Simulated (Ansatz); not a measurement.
# Band-structure calculation, with input and output: AlNi

- system: AlNi (Pm-3m, 2 atoms in the cell)
- method: DFT PBE, scalar-relativistic, plane waves, PAW, no spin polarisation (Ansatz 0.2.0)

The structure derives from an entry of the Crystallography Open Database. Figures and captions count atoms from 1; the log counts them from 0 in places.

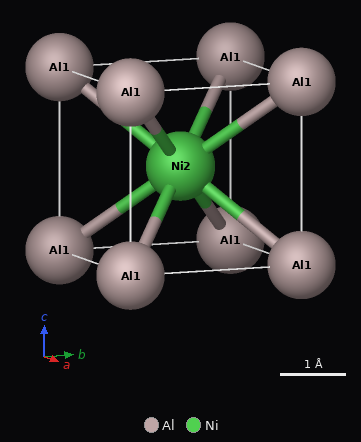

**Figure 1.** The structure as given in the input (ball-and-stick view of the cell of the calculation, seen slightly off an axis; atoms are numbered from 1 in the order of the input). Near neighbours in the crystal (not all of them lie inside the picture): Al has 8 Ni at 2.51 Å; Ni has 8 Al at 2.51 Å.

Results in brief:

| quantity | value |
| --- | --- |
| outcome | converged |
| space group (tolerance 0.01 Å) | Pm-3m (221) |
| electrons treated | 21 |
| free energy | −6378.5315 eV |
| Fermi energy | 13.743 eV |
| gap on the k-point mesh | none (metallic) |
| pressure | 0.02 GPa |
| largest force (length of the vector) | under 0.001 eV/Å |
| hardware | 1 thread of Intel Xeon @ 2.90GHz (Ice Lake), 64 GiB of memory available, shared host |
| wall time | 23 s |
| peak memory | 0.39 GiB |

The run has no spin polarisation, so a magnetic state may lie lower.

Input:
```yaml
crystal:
  lattice:
    - [2.8930835339, 0.0, 0.0]
    - [0.0, 2.8930835339, 0.0]
    - [0.0, 0.0, 2.8930835339]
  atoms:
    - { symbol: Al, position: [0.0, 0.0, 0.0] }
    - { symbol: Ni, position: [0.5, 0.5, 0.5] }
basis:
  ecutwfc: 420
kpoints:
  mp_grid: { grid: [14, 14, 14] }
  band_path:
    path:
      - [[0.0, 0.0, 0.0], [0.0, 0.5, 0.0], [0.5, 0.5, 0.0], [0.0, 0.0, 0.0], [0.5, 0.5, 0.5], [0.0, 0.5, 0.0]]
      - [[0.5, 0.5, 0.5], [0.5, 0.5, 0.0]]
    npoints: 14
hamiltonian:
  xc: pbe
scf:
  occupations: { method: gaussian, width: 0.1 }
  n_extra_bands: 6
output:
  forces: true
  stress: true
  eigenvalues: true
  populations: true
  dos: { projected: true, de: 0.02, nscf_kmesh: { grid: [21, 21, 21] } }
  bader: true
  write_density: true
  write_potential: true
  elf: true
  volumetric_format: npy
```

Launched with:
```bash
ansatz run input.yaml --threads 1 --pin off --max-ram 2560MiB --backend cpu --events-out ev --progress --plain --runs-dir out
```

The program's output:
```
scf.n_extra_bands = 6 over 11 filled bands (N_el = 21.0): the run solves 17 bands
Engine: ansatz 0.2.0, x86_64-unknown-linux-gnu
Pseudopotentials: kind: paw
Pseudopotential: Al, paw, valence charge 3, recommended cutoff 420 eV (normal), Al.paw.azcp
Pseudopotential: Ni, paw, valence charge 18, recommended cutoff 420 eV (normal), Ni.paw.azcp
Functional definition: PBE
  parameter kappa = 0.804
  parameter beta = 0.06672455060314922
  exchange = pbe_x(kappa = kappa, mu = beta*pi^2/3)
  correlation = pbe_c(beta = beta)
Crystal: 2 atoms, lattice volume = 24.215 Å³
Basis set: ecut = 420 eV, 461 PW (Γ), exchange–correlation on 40×40×40 points (8 copies of the dense FFT grid, shifted against one another)
Bands: 17, of which v1, the nominal top of the filled ones, is band 11 counted from 1 (10 counted from 0)
Symmetry: 48 space group operations
Space group: Pm-3m (ITA 221), of the structure as read, at distance tolerance 2.9e-5 Å
k-points: 120 of 2744
Non-local potential: Al, projectors of the file, l = 0: 2, l = 1: 2, l = 2: 1
Non-local potential: Ni, projectors of the file, l = 0: 3, l = 1: 2, l = 2: 3, l = 3: 1
PAW form: soft (Blöchl's): semilocal exchange-correlation on the pseudo side does not see the compensation charge
PAW one-centre angular grid: Al, 110 points (default); XC on 64 Gauss nodes
PAW one-centre angular grid: Ni, 590 points (default); XC on 64 Gauss nodes
Initial density: superposition of atomic densities (neutral atoms: chi_scale 0, normalization atom), corrected by the library's trained network
Initial wavefunctions: pseudopotential atomic-orbital guess
Functional: x = pbe(κ = 0.804, μ = 0.2195149727645171), c = pbe(β = 0.06672455060314922)
SCF iter   1: F=—  HF=-6378.531322 eV  |F-HF|=—  |Δ(HF+E_count)|=         —  Δρ=1.63e-3  dr2=3.72e-4  ethr=1.77e-3  ⟨swp⟩=5.0  Hψ=9224  notcnv=0  defer=10
preconditioner: auto → none  [metal: Δε(μ)=0.043 eV  Ē_g=11.810 eV  σ=0.100 eV  W_gap=0.24  n_scr=6 (ndim 8)  ℏωp=27.2 eV  f_vac=0.000  D(μ)=1.04/eV (n_scr^D=6)  sad-step TF]
SCF iter   2: F=—  HF=-6378.531387 eV  |F-HF|=—  |Δ(HF+E_count)|=   6.52e-5  Δρ=9.51e-4  dr2=1.54e-4  ethr=1.77e-6  ⟨swp⟩=2.1  Hψ=4106  notcnv=0  defer=16
SCF iter   3: F=—  HF=-6378.531402 eV  |F-HF|=—  |Δ(HF+E_count)|=   1.43e-5  Δρ=4.74e-5  dr2=3.47e-7  ethr=7.32e-7  ⟨swp⟩=1.0  Hψ=1872  notcnv=0  defer=16
SCF iter   4: F=—  HF=-6378.531463 eV  |F-HF|=—  |Δ(HF+E_count)|=   6.15e-5  Δρ=1.20e-5  dr2=1.32e-8  ethr=1.65e-9  ⟨swp⟩=2.0  Hψ=2664  notcnv=0  defer=16
iter 5 did not close the SCF: its close was put off for the readings that it lacked (scf_convergence_deferred on its scf_iter line)
SCF iter   5: F=-6378.531463 eV  HF=-6378.531463 eV  |F-HF|=1.37e-10  |Δ(HF+E_count)|=   8.01e-9  Δρ=1.39e-6  dr2=1.56e-10  ethr=6.29e-11  ⟨swp⟩=2.0  Hψ=2299  notcnv=0  defer=16
SCF iter   6: F=-6378.531463 eV  HF=-6378.531463 eV  |F-HF|=4.55e-12  |Δ(HF+E_count)|=  1.33e-10  Δρ=1.59e-7  dr2=5.36e-12  ethr=1.00e-12  ⟨swp⟩=7.2  Hψ=10114  notcnv=0
SCF 1 converged in 6 iterations: F = -6378.531463 eV  dr2 = 5.36e-12
  greatest PAW one-centre occupation: 1.001 electrons in one spin orbital (limit 2), on the Ni atom at site 1 (counted from 0), in its partial waves of l = 1
NSCF: frozen V_eff on 86 k-points
NSCF: frozen V_eff on 286 k-points
SCF converged after 6 iterations
Free energy (F): -6378.531463 eV
Harris-Foulkes:  -6378.531463 eV  (|F-HF|=4.55e-12)
Internal energy: -6378.526295 eV  (E = F + TS)
E sigma→0 (E₀):  -6378.528879 eV
Entropy (-TS):   -0.005168 eV (-2.584 meV/atom)
Fermi energy:    13.743431 eV
--- Per-component energies (eV) ---
  E_band       = -339.964312
  E_kinetic    = 310.575687
  E_local      = -4464.265985  (includes V_loc(G=0)·N_el)
  E_nonlocal   = 647.759968
  E_hartree    = 1920.723636
  E_xc         = -126.072763
  E_vxc        = -140.357427  (∫ρ·V_xc dr)
  E_paw        = -2100.398864  (= ΣΔE_a)
  E_vpaw       = -535.124479  (= ΣTr[D̂ρ^β])
  E_aug_tail   = 0.000486  (compensation charges beyond the density's cutoff)
  E_ewald      = -2566.848461
  E_smearing   = -0.005168  (= −TS)
  E_closure    = -0.000000  (closes the sum)
  Σ components = -6378.531463   (vs F -6378.531463, Δ=0.00e0)
--- Forces (eV/Å), atoms counted from 1 ---
  atom   1  Al    -0.00000000     0.00000000     0.00000000
  atom   2  Ni     0.00000000    -0.00000000     0.00000000
  max |Σ_I F_I| component: 4.10e-29 eV/Å
--- Stress (GPa, compression-positive) ---
        0.020653       0.000000       0.000000
        0.000000       0.020653       0.000000
        0.000000       0.000000       0.020653
  P = ⅓ Tr σ = 0.0207 GPa (0.207 kbar)
--- Band table (eV; the first three rows and the last of 120) ---
  k-point 0: bands = ["-89.5104", "-49.9123", "-49.9123", "-49.9123", "2.6995", "10.5965", "10.5965", "12.2659", "12.2659", "12.2659", "19.1972", "19.1972", "19.1972", "21.8166", "21.8166", "27.2556", "34.2823"]
  k-point 1: bands = ["-89.5103", "-49.9133", "-49.9122", "-49.9122", "2.7927", "10.5889", "10.6184", "12.2253", "12.2253", "12.2702", "18.2304", "19.3204", "19.3204", "21.8224", "22.6826", "27.5888", "33.2897"]
  k-point 2: bands = ["-89.5101", "-49.9163", "-49.9120", "-49.9120", "3.0709", "10.5415", "10.6805", "12.1157", "12.1157", "12.2823", "16.6472", "19.6784", "19.6784", "21.8392", "23.9137", "28.6527", "31.6121"]
  k-point 119: bands = ["-89.5065", "-49.9300", "-49.9300", "-49.9300", "9.7279", "9.7279", "9.7279", "12.8174", "12.8174", "15.7434", "15.7434", "15.7434", "17.3452", "18.1745", "18.1745", "18.1745", "21.2960"]
--- Löwdin populations: 2 sites ---
  site symbol       q [e]
     0     Al      3.3017
     1     Ni     17.5173
  spilling = 0.008618 (of n_electrons = 21.000000)
--- Bader charges: 2 sites ---
  site symbol  charge [e]  shift [e]
     0     Al      1.6670     0.0002
     1     Ni     -1.6670     0.0002
  estimated error of the sums over rays = 3.6e-4 e
```

File bader_charges.tsv:
```
# site	symbol	x_ang	y_ang	z_ang	partial_charge_e	electrons	volume_ang3	relative_density_drop	shared_charge_e	partial_wave_shift_e
# quadrature_error_electrons = 3.6e-4
0	Al	0.0000	0.0000	0.0000	1.66702	11.33298	6.71	-	1.66702	0.00015
1	Ni	1.4465	1.4465	1.4465	-1.66702	29.66702	17.50	-	-1.66702	0.00015
```

File populations.tsv:
```
# site	symbol	l	j	q
# orbitals = lowdin
# n_electrons = 21.000000
# spilling = 0.008618
0	Al	0_3S	-	0.902306
0	Al	1_3P	-	2.399444
1	Ni	0_3S	-	1.981364
1	Ni	0_4S	-	0.522397
1	Ni	1_3P	-	5.992934
1	Ni	2_3D	-	9.020567
```

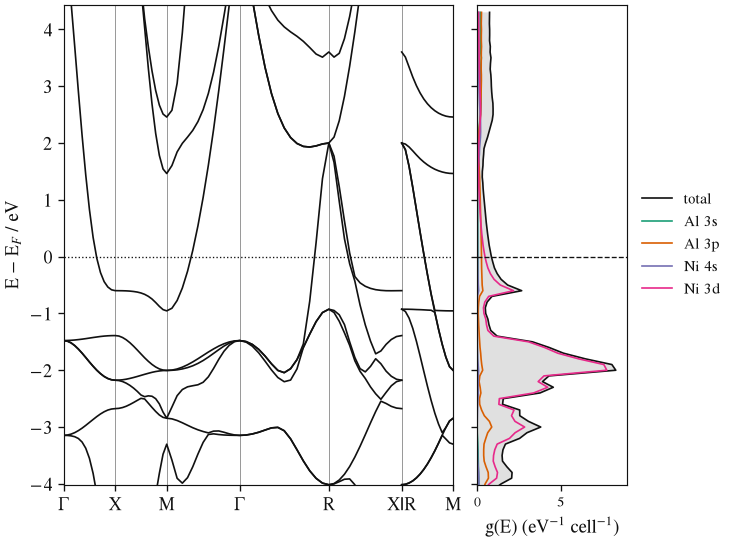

**Figure 2.** Band structure along Γ–X–M–Γ–R–X|R–M and density of states (projected on Löwdin-orthogonalised atomic shells), with energies from the Fermi level. Bands cross the Fermi level: a metal at this level of theory.

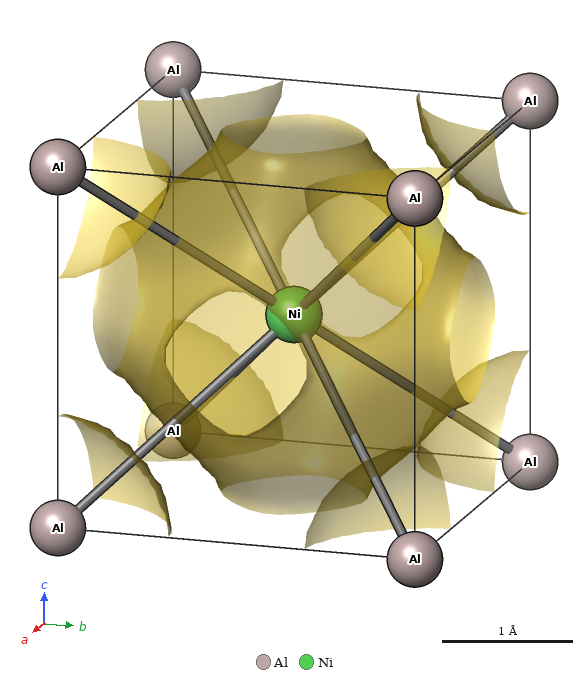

**Figure 3.** Isosurface of the ELF at 0.4 (yellow), seen slightly off an axis. Only the valence region is drawn (cores and ρ < 0.01 e/Å³ removed). Sticks mark near contacts. The outline is the cell set on symmetry axes. The ELF exceeds this value in one network that runs through the whole crystal, counted in one cell of 2 atoms.  Values along the shortest contacts: Al–Ni (2.51 Å): the ELF is about 0.40 at the midpoint; no localised pair between them. Core electrons are frozen (PAW), so the fields are smoothed inside the atomic spheres.

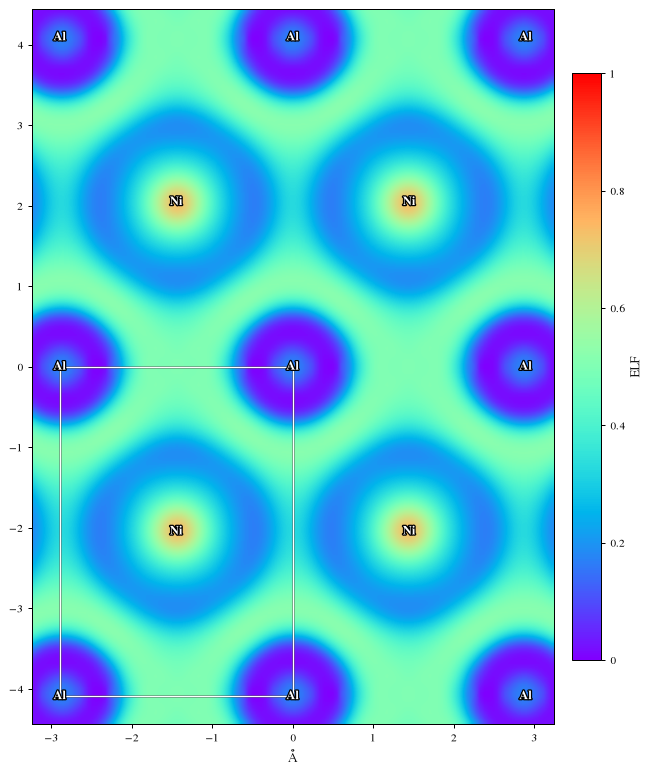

**Figure 4.** ELF on the (11̄0) plane of the conventional cell. The plane passes through Al and Ni nuclei. Al–Ni (2.51 Å): the ELF is about 0.40 at the midpoint (no localised pair between them). The strong features right at Ni lie inside the PAW spheres (semicore, d or f shells) and say nothing about bonding.

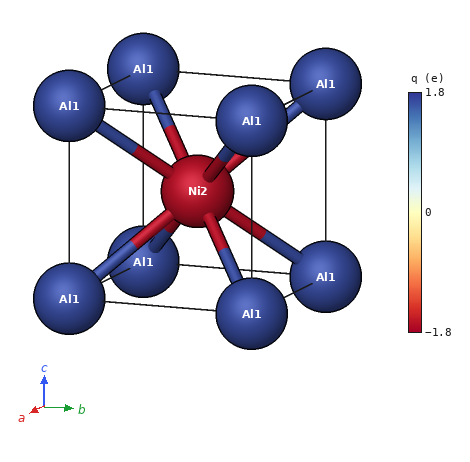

**Figure 5.** Bader charges, as the colour of each atom (ball-and-stick view of the cell of the calculation, seen slightly off an axis; atoms are numbered from 1 in the order of the input). By element: Al +1.67 and Ni −1.67 e.
